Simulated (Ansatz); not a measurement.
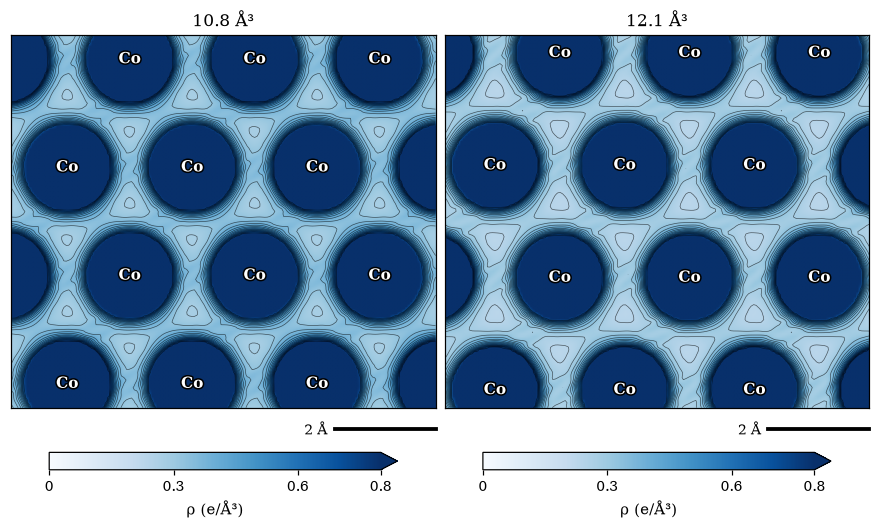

Co. The valence charge density (pseudo) of cells scaled evenly to different volumes (given per atom above each panel), on the (100) plane of each (indices in the axes of the cell below), at one length scale and on one colour scale.

A generated structure, not necessarily the stable one; computed without spin polarisation.

Method: DFT, BLYP, plane waves (420 eV) with PAW, scalar-relativistic in Ansatz.

Core electrons are frozen (PAW), and the valence fields are smoothed inside the atomic spheres.

The largest cell:

```
Co
1.0
     0.00000    1.82201    1.82201
     1.82201    0.00000    1.82201
     1.82201    1.82201    0.00000
Co
1
Cartesian
  0.0000 0.0000 0.0000
```

| volume (Å³/atom) | Co–Co contact in the plane (Å) | ρ at its midpoint (e/Å³) | 
| --- | --- | --- |
| 10.80 | 2.481 | 0.336 | 
| 11.23 | 2.514 | ? | 
| 12.10 | 2.577 | 0.281 | 

**What values belong in the row with question marks?**

Over the known rows ln ρ falls by 1.86 per Å of Co–Co distance (the line through the two), which gives 0.316 e/Å³ at 2.514 Å; the calculation gives 0.317 e/Å³.
